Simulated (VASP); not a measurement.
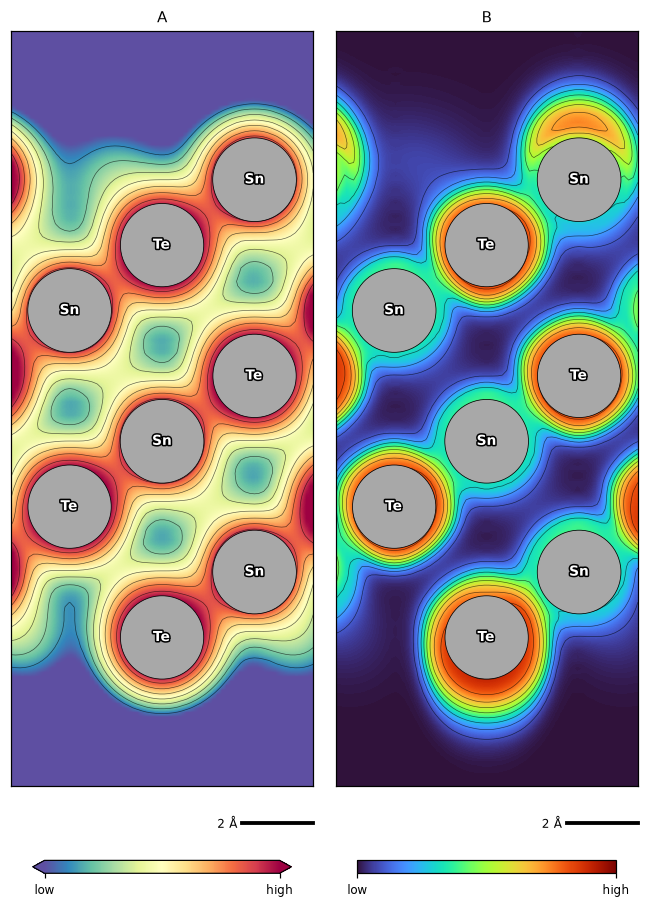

SnTe (slab): 2 fields on the (110) plane of the calculation cell, a cut from vacuum to vacuum, with unlabelled colour scales. Grey discs cover the atomic cores.

Not relaxed (largest force 1.6 eV/Å).

These are results of VASP 6.6.1, Kohn-Sham DFT of a periodic cell, PBE, VASP PAW PBE potentials, recommended, not measurements.

**Which field does each panel show? The fields are: electron localisation function and valence pseudo-density.**

Panel A: valence pseudo-density. Panel B: electron localisation function. From the grid: Sn–Te (3.21 Å): ρ at the midpoint is about 0.21 e/Å³; the ELF is about 0.55 at the midpoint and 0.35 at its lowest between the atoms.
